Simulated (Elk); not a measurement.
# Dielectric function and optical constants of AgCl (Chlorargyrite)

Wanted: where AgCl (Chlorargyrite) starts to absorb, how strongly, and its refractive index. The cell comes from an older database entry, whose edges can differ from later determinations, mostly by under a per cent.

Calculated with Elk 11.2.3 (patched build); DFT, PBE, all-electron APW+lo, Dirac cores, scalar-relativistic bands, independent-particle optical response without local fields.

The database entry behind the starting cell differs from later determinations by our own check (an axis about 1.4 % short against later determinations), so it need not match the best structure at ambient conditions.

### Step 1. The structure

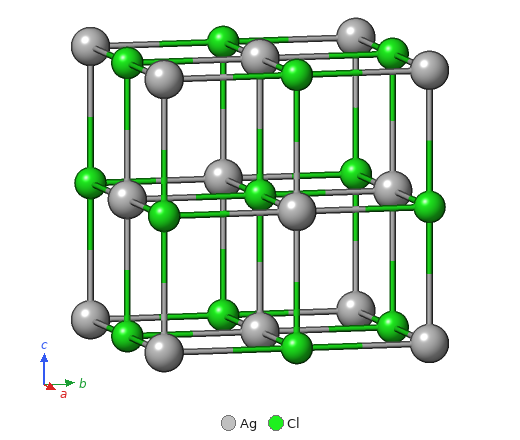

The starting structure, seen slightly off an axis (silver light grey, chlorine green). This picture shows the conventional cell, with its axes. Some periodic images of atoms are drawn too.

Coordinates:

```cif
data_structure
_symmetry_space_group_name_H-M 'P 1'
_symmetry_Int_Tables_number 1
_cell_length_a 3.8679
_cell_length_b 3.8679
_cell_length_c 3.8679
_cell_angle_alpha 60.000
_cell_angle_beta 60.000
_cell_angle_gamma 60.000
_cell_volume 40.92
loop_
_atom_site_label
_atom_site_type_symbol
_atom_site_fract_x
_atom_site_fract_y
_atom_site_fract_z
_atom_site_occupancy
Ag1 Ag 0.00000 0.00000 0.00000 1
Cl2 Cl 0.50000 0.50000 0.50000 1
```

### Step 2. Ground state

The self-consistent density comes first; it also tells whether there is a gap, which decides the occupations and the need for a Drude term.

This step: DFT, PBE, all-electron APW+lo, Dirac cores, scalar-relativistic bands, ground state (Elk 11.2.3 (patched build)).

elk.in reads:

```
tasks
  0
  120

xctype
  20

nempty
  8

lorbcnd
  .true.

rgkmax
  7.0

swidth
  0.0018375

maxscl
  100

epsengy
  1e-05

sppath
  './'

avec
  0.000000000000 5.168400950851 5.168400950851
  5.168400950851 0.000000000000 5.168400950851
  5.168400950851 5.168400950851 0.000000000000

atoms
  2
  'Ag.in'
  1
  0.000000000000 0.000000000000 0.000000000000   0.000 0.000 0.000
  'Cl.in'
  1
  0.500000000000 0.500000000000 0.500000000000   0.000 0.000 0.000

ngridk
  8 8 8

vkloff
  0.2500 0.5000 0.6250
```

On the command line:

```sh
OMP_NUM_THREADS=2 elk
```

Numbers of over 12 decimals in the logs are rounded to 6 here.

What it wrote:

```text
┌─────────────────────────┐
│ Elk code version 11.2.3 │
└─────────────────────────┘

All units are atomic (Hartree, Bohr, etc.)

┌─────────────────────────────────────────────────┐
│ Ground-state run starting from atomic densities │
└─────────────────────────────────────────────────┘

Lattice vectors :
   0.000000000       5.168400951       5.168400951
   5.168400951       0.000000000       5.168400951
   5.168400951       5.168400951       0.000000000

Reciprocal lattice vectors :
 -0.6078461566      0.6078461566      0.6078461566
  0.6078461566     -0.6078461566      0.6078461566
  0.6078461566      0.6078461566     -0.6078461566

Unit cell volume      :    276.1204604
Brillouin zone volume :   0.8983405761

Muffin-tin inner radius fraction :   0.1000000000E-01

Nuclei treated as point charges

Species : 1 (Ag)
 parameters loaded from : Ag.in
 name : silver
 nuclear charge    :   -47.00000000
 electronic charge :    47.00000000
 atomic mass :    196631.6998
 muffin-tin radius :    2.600000000
 number of radial points in muffin-tin :   1193
 inner part over the whole radius :   0.9869554211E-02
 number on inner part of muffin-tin    :    849
 approximate nuclear radius :   0.8648227117E-04
 number of mesh points to nuclear radius :    425
 atomic positions (lattice), magnetic fields (Cartesian) :
  1 :   0.00000000  0.00000000  0.00000000    0.00000000  0.00000000  0.00000000

Species : 2 (Cl)
 parameters loaded from : Cl.in
 name : chlorine
 nuclear charge    :   -17.00000000
 electronic charge :    17.00000000
 atomic mass :    64626.86550
 muffin-tin radius :    2.200000000
 number of radial points in muffin-tin :    793
 inner part over the whole radius :   0.9992010025E-02
 number on inner part of muffin-tin    :    555
 approximate nuclear radius :   0.6305718926E-04
 number of mesh points to nuclear radius :    253
 atomic positions (lattice), magnetic fields (Cartesian) :
  1 :   0.50000000  0.50000000  0.50000000    0.00000000  0.00000000  0.00000000

Total number of atoms per unit cell :    2
Total muffin-tin volume :    118.2244147
 ratio of muffin-tin to unit cell volume :   0.4281624570

Spin treatment :
 spin-unpolarised

Number of Bravais lattice symmetries :   48
Number of crystal symmetries         :   48
Crystal has inversion symmetry
Real symmetric eigensolver will be used

k-point grid :      8     8     8
k-point offset :   0.2500000000      0.5000000000      0.6250000000
k-point set is reduced with full crystal symmetry group
Total number of k-points :      512

Muffin-tin radius times maximum |G+k| :    7.000000000
 using average radius
Maximum |G+k| for APW functions       :    2.916666667
Maximum (1/2)|G+k|²                   :    4.253472222
Maximum |G| for potential and density :    12.00000000
Constant for pseudocharge density :    8
 order of it for each species :   15  15
 order of it for pair densities of each species (exact exchange by exxq0 0: 15) :   11   7
Radial integration step length :    1

G-vector grid sizes :     28    28    28
Number of G-vectors :     7991

Maximum angular momentum used for
 APW functions            :    8
 outer part of muffin-tin :    6
 inner part of muffin-tin :    2

Total nuclear charge    :   -64.00000000
Total core charge       :    38.00000000
Total valence charge    :    26.00000000
Total excess charge     :    0.000000000
Total electronic charge :    64.00000000

Effective Wigner radius, rₛ :    1.009896038

Number of empty states         :     16
Total number of valence states :     30
Total number of core states    :     38

Conduction state local-orbitals added automatically
Third-order local-orbitals added for an l without core states : F
Total number of local-orbitals :    121

Exchange-correlation functional :     20     0     0
 Perdew-Burke-Ernzerhof, Phys. Rev. Lett. 77, 3865 (1996)
 gradient requirement :    1
 generalised gradient approximation (GGA)

Smearing type :    3
 Fermi-Dirac
Smearing width :   0.1837500000E-02
Effective electronic temperature (K) :    580.2366081

Mixing type :    3
 Broyden mixing, J. Phys. A: Math. Gen. 17, L317 (1984)

Kohn-Sham potential initialised from atomic data

┌──────────────────────────────┐
│ Self-consistent loop started │
└──────────────────────────────┘

┌─────────────────┐
│ Loop number : 1 │
└─────────────────┘

Energies :
 Fermi                       :     0.24637648115506E-01
 sum of occupied eigenvalues :     -3453.1674443693
 electron kinetic            :      6026.3534515546
 core electron kinetic       :      5812.1135580370
 Coulomb                     :     -11627.912830372
 Coulomb potential           :     -9244.1306276373
 nuclear-nuclear             :     -638.22344422821
 electron-nuclear            :     -12750.603860858
 Hartree                     :      1760.9144747143
 Madelung                    :     -7005.8475165530
 xc potential                :     -235.39026828659
 exchange                    :     -174.47215352364
 correlation                 :     -3.182771
 electron entropic           :    -0.14754128355758E-06
 total energy                :     -5779.2143030666

Density of states at Fermi energy :   0.4213143519E-02
 (states/Hartree/unit cell)

Estimated indirect band gap :   0.3150278162E-01
 from k-point 293 to k-point 1
Estimated direct band gap   :   0.1012818770
 at k-point 1

Charges :
 core                        :    38.00000000
 valence                     :    26.00000000
 interstitial                :    2.585185815
 muffin-tins (core leakage)
  species : 1 (Ag)
   atom 1                    :    45.68119233     ( -0.3322480850E-06)
  species : 2 (Cl)
   atom 1                    :    15.73362185     (  0.1484438555E-04)
 total in muffin-tins        :    61.41481418
 total calculated charge     :    63.99983413
 total charge                :    64.00000000
 error                       :   0.1658714198E-03

┌─────────────────┐
│ Loop number : 2 │
└─────────────────┘

Energies :
 Fermi                       :     0.25539659728461E-01
 sum of occupied eigenvalues :     -3453.1292430962
 electron kinetic            :      6026.0577563476
 core electron kinetic       :      5811.8825594489
 Coulomb                     :     -11627.948686091
 Coulomb potential           :     -9244.0726868765
 nuclear-nuclear             :     -638.22344422821
 electron-nuclear            :     -12750.732826946
 Hartree                     :      1761.0075850835
 Madelung                    :     -7005.9123426524
 xc potential                :     -235.11431256731
 exchange                    :     -174.47478333716
 correlation                 :     -3.182825
 electron entropic           :    -0.13554229921825E-06
 total energy                :     -5779.5485384411

Density of states at Fermi energy :   0.3836656720E-02
 (states/Hartree/unit cell)

Estimated indirect band gap :   0.3183780885E-01
 from k-point 293 to k-point 1
Estimated direct band gap   :   0.1017462139
 at k-point 1

Charges :
 core                        :    38.00000000
 valence                     :    26.00000000
 interstitial                :    2.584554575
 muffin-tins (core leakage)
  species : 1 (Ag)
   atom 1                    :    45.68410302     ( -0.3322487494E-06)
  species : 2 (Cl)
   atom 1                    :    15.73134240     (  0.1485036198E-04)
 total in muffin-tins        :    61.41544543
 total calculated charge     :    63.99983423
 total charge                :    64.00000000
 error                       :   0.1657667421E-03

RMS change in Kohn-Sham potential (target) :   0.3071104125     (  0.1000000000E-05)
Absolute change in total energy (target)   :   0.3342353745     (  0.1000000000E-04)

[... 13 loops left out ...]

┌──────────────────┐
│ Loop number : 16 │
└──────────────────┘

Energies :
 Fermi                       :     0.142055
 sum of occupied eigenvalues :     -3446.0188004834
 electron kinetic            :      6027.2450633453
 core electron kinetic       :      5811.6358363193
 Coulomb                     :     -11628.352164107
 Coulomb potential           :     -9241.7335639810
 nuclear-nuclear             :     -638.22344422821
 electron-nuclear            :     -12753.821567910
 Hartree                     :      1763.6928480313
 Madelung                    :     -7007.4853821166
 xc potential                :     -231.53029984773
 exchange                    :     -174.53859102952
 correlation                 :     -3.184283
 electron entropic           :    -0.78207687826490E-08
 total energy                :     -5778.8299744540

Density of states at Fermi energy :   0.1716593020E-03
 (states/Hartree/unit cell)

Estimated indirect band gap :   0.4291588438E-01
 from k-point 293 to k-point 1
Estimated direct band gap   :   0.1147944521
 at k-point 512

Charges :
 core                        :    38.00000000
 valence                     :    26.00000000
 interstitial                :    2.546298921
 muffin-tins (core leakage)
  species : 1 (Ag)
   atom 1                    :    45.80652242     ( -0.3322555564E-06)
  species : 2 (Cl)
   atom 1                    :    15.64717866     (  0.1502861461E-04)
 total in muffin-tins        :    61.45370108
 total calculated charge     :    63.99983491
 total charge                :    64.00000000
 error                       :   0.1650852006E-03

RMS change in Kohn-Sham potential (target) :   0.1162193527E-07 (  0.1000000000E-05)
Absolute change in total energy (target)   :   0.4930482646E-05 (  0.1000000000E-04)

Convergence targets achieved

┌──────────────────┐
│ Loop number : 17 │
└──────────────────┘

Energies :
 Fermi                       :     0.142055
 sum of occupied eigenvalues :     -3446.0188007895
 electron kinetic            :      6027.2450629989
 core electron kinetic       :      5811.6358358865
 Coulomb                     :     -11628.352164076
 Coulomb potential           :     -9241.7335639445
 nuclear-nuclear             :     -638.22344422821
 electron-nuclear            :     -12753.821567851
 Hartree                     :      1763.6928480030
 Madelung                    :     -7007.4853821039
 xc potential                :     -231.53029984393
 exchange                    :     -174.53859102585
 correlation                 :     -3.184283
 electron entropic           :    -0.78207813561591E-08
 total energy                :     -5778.8299747664

Density of states at Fermi energy :   0.1716596002E-03
 (states/Hartree/unit cell)

Estimated indirect band gap :   0.4291587799E-01
 from k-point 293 to k-point 1
Estimated direct band gap   :   0.1147944453
 at k-point 512

Charges :
 core                        :    38.00000000
 valence                     :    26.00000000
 interstitial                :    2.546298932
 muffin-tins (core leakage)
  species : 1 (Ag)
   atom 1                    :    45.80652240     ( -0.3322548174E-06)
  species : 2 (Cl)
   atom 1                    :    15.64717867     (  0.1502861255E-04)
 total in muffin-tins        :    61.45370107
 total calculated charge     :    63.99983491
 total charge                :    64.00000000
 error                       :   0.1650852083E-03

┌──────────────────────────────┐
│ Self-consistent loop stopped │
└──────────────────────────────┘

Wrote STATE.OUT
```

Elapsed: 84 s, on 2 threads of Intel Xeon Platinum 8375C at 2.90GHz (Ice Lake), shared host; peak memory 0.16 GiB; 2.7 min of CPU time.

Read-outs, printed or worked out from the files:

```
total energy           : -5779 Ha
Fermi energy           : 3.866 eV
DOS at the Fermi level : 6.31e-6 states/eV/cell
gap on the k-mesh      : 1.168 eV
direct gap on the mesh : 3.124 eV
```

There is a gap, 1.17 eV on this mesh (points off the mesh can give less), so no carriers' term is needed.

### Step 3. Independent particles

With the density converged, the vertical transitions are summed over the zone.

This step: DFT, PBE, all-electron APW+lo, Dirac cores, scalar-relativistic bands, independent-particle optical response without local fields (Elk 11.2.3 (patched build)).

elk.in: that of step 2 with these lines changed.

```diff
@@ -1,4 +1,6 @@
 tasks
-  0
-  120
+  121
+
+optcomp
+  1 1
 
@@ -17,9 +19,7 @@
 swidth
-  0.0018375
+  0.0055124
 
-maxscl
-  100
-
-epsengy
-  1e-05
+wplot
+  400 100 0
+  0.0 0.91873
```

On the command line:

```sh
OMP_NUM_THREADS=2 elk
```

What it wrote:

```text
┌─────────────────────────────────┐
│ Elk code version 11.2.3 started │
└─────────────────────────────────┘

Info(readinput): the functional depends on the density's gradient
 muffin-tin radial points multiplied by    2.00000
 (not where nrmtscf is given)

┌────────────────────┐
│ Current task : 121 │
└────────────────────┘

Info(dielectric):
 dielectric tensor written to EPSILON_ij.OUT
 optical conductivity written to SIGMA_ij.OUT
 for components
  i = 1, j = 1

┌──────────────────┐
│ Elk code stopped │
└──────────────────┘
```

Run time: 1.2 s. Hardware: 2 threads; peak memory 0.04 GiB.

This step gave:

```
electronic dielectric constant ε∞, mean over x, y and z (by symmetry where fewer were run) : 5.180
```

The Im ε, E ∥ x has structure finer than the step of the table below, so its rows give means over 1 eV, whole bins alone (the curve runs from 0 to 24.9 eV). Peaks (eV: height): 4.7: 7.34, 8.7: 5.23, 10.2: 4.59.

Sum at mesh points, not converged in k; values under the direct gap are tails of Lorentzian lines. Table of Im ε, E ∥ x by photon energy; means over each step:

| photon energy (eV) | Im ε, E ∥ x |
| --- | --- |
| 1 | 0.0430 |
| 2 | 0.130 |
| 3 | 1.06 |
| 4 | 3.90 |
| 5 | 6.39 |
| 6 | 4.10 |
| 7 | 3.35 |
| 8 | 4.35 |
| 9 | 4.50 |
| 10 | 3.97 |
| 11 | 2.81 |
| 12 | 2.73 |
| 13 | 1.88 |
| 14 | 1.26 |
| 15 | 1.01 |
| 16 | 1.11 |
| 17 | 0.950 |
| 18 | 0.843 |
| 19 | 0.890 |
| 20 | 0.850 |
| 21 | 0.670 |
| 22 | 0.535 |
| 23 | 0.477 |
| 24 | 0.399 |

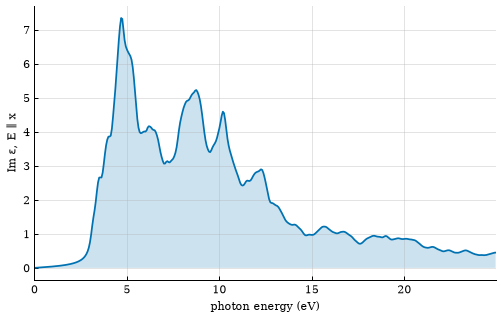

Im ε, E ∥ x against photon energy.

The reflectivity at normal incidence, E ∥ x has structure finer than the step of the table below, so its rows give means over 1 eV, whole bins alone (the curve runs from 0 to 24.9 eV). Peaks (eV: height): 4.7: 30.5, 9.0: 28.9, 10.4: 31.5, 12.6: 33.2, 15.9: 16.2, 20.9: 14.8.

Sum at mesh points, not converged in k. Table of reflectivity at normal incidence, E ∥ x by photon energy; means over each step:

| photon energy (eV) | reflectivity at normal incidence, E ∥ x (%) |
| --- | --- |
| 1 | 15.6 |
| 2 | 17.2 |
| 3 | 21.5 |
| 4 | 25.3 |
| 5 | 28.5 |
| 6 | 20.7 |
| 7 | 17.4 |
| 8 | 21.6 |
| 9 | 26.5 |
| 10 | 25.4 |
| 11 | 26.7 |
| 12 | 25.0 |
| 13 | 30.3 |
| 14 | 25.7 |
| 15 | 16.2 |
| 16 | 15.1 |
| 17 | 15.2 |
| 18 | 9.79 |
| 19 | 11.0 |
| 20 | 11.6 |
| 21 | 13.2 |
| 22 | 10.7 |
| 23 | 7.94 |
| 24 | 6.64 |

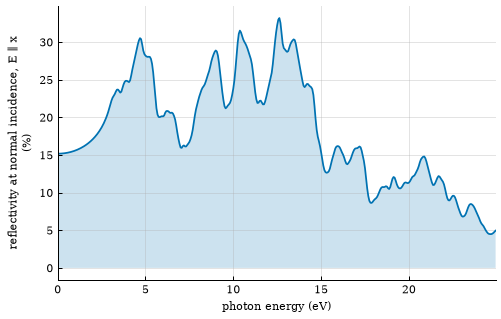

Reflectivity at normal incidence, E ∥ x, plotted against photon energy.

The loss function −Im 1/ε at q → 0, E ∥ x has structure finer than the step of the table below, so its rows give means over 1 eV, whole bins alone (the curve runs from 0 to 24.9 eV). Peaks (eV: height): 14.8: 1.04, 17.5: 1.31, 22.0: 1.67, 23.7: 1.52.

Sum at mesh points, not converged in k; values under the direct gap are tails of Lorentzian lines. Table of loss function −Im 1/ε at q → 0, E ∥ x by energy loss; means over each step:

| energy loss (eV) | loss function −Im 1/ε at q → 0, E ∥ x |
| --- | --- |
| 1 | 0.00150 |
| 2 | 0.00371 |
| 3 | 0.0176 |
| 4 | 0.0531 |
| 5 | 0.120 |
| 6 | 0.183 |
| 7 | 0.202 |
| 8 | 0.158 |
| 9 | 0.221 |
| 10 | 0.244 |
| 11 | 0.354 |
| 12 | 0.361 |
| 13 | 0.472 |
| 14 | 0.732 |
| 15 | 0.967 |
| 16 | 0.893 |
| 17 | 1.06 |
| 18 | 1.04 |
| 19 | 1.03 |
| 20 | 1.10 |
| 21 | 1.42 |
| 22 | 1.56 |
| 23 | 1.42 |
| 24 | 1.33 |

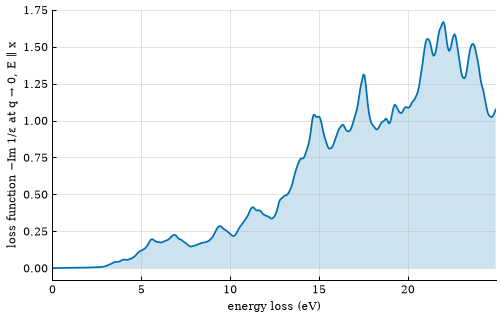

Loss function −Im 1/ε at q → 0, E ∥ x, plotted against energy loss.

From ε follow the optical constants at some laser and lamp lines:

| wavelength (nm) | n | k | R (%) | 1/α |
| --- | --- | --- | --- | --- |
| 1550 | 2.29 | 0.007 | 15.4 | 18 µm |
| 633 | 2.40 | 0.024 | 17.0 | 2.1 µm |
| 450 | 2.61 | 0.069 | 19.9 | 519 nm |
| 405 | 2.77 | 0.175 | 22.2 | 184 nm |
| 365 | 2.83 | 0.414 | 23.7 | 70 nm |
| 248 | 2.34 | 1.371 | 28.2 | 14 nm |
| 193 | 1.86 | 1.091 | 20.6 | 14 nm |

Below the direct gap, k and the depth come from the tails of the Lorentzian lines, not from transitions.

Rows near the edge hang on the gap, which this functional as a rule makes too small, and phonon-assisted absorption is left out.

### Step 4. Summary of results

```
electronic dielectric constant ε∞, mean over x, y and z (by symmetry where fewer were run) (independent particles) : 5.18
```

In words: At this level (PBE, independent particles) AgCl has ε∞ = 5.18 and n = 2.29 at 1550 nm. On the mesh the gap is 1.17 eV and the least direct gap 3.12 eV, so on this mesh the band edges lie at different points. Excitons and phonon-assisted transitions are missing, and so are local fields; PBE gaps are as a rule too small, which pulls the onset down and ε∞ up. The sum runs over mesh points 0.25 Å⁻¹ apart with no interpolation, so peaks are partly noise of the mesh and static values carry its error. The mesh is shifted off Γ, so gaps read from it can miss the band edges.

[Machine, clock and banner lines and Python warnings are left out of the logs.]

[Logs are printed without paths, hosts, clocks, repeated set-up lines and the standing remarks that a program may print on its own settings, such as how far it seeks lower states.]

[Hosts, paths, dates, database ids (printed as entryN), source tags and the programs' standing remarks are cut or masked in the printed files.]
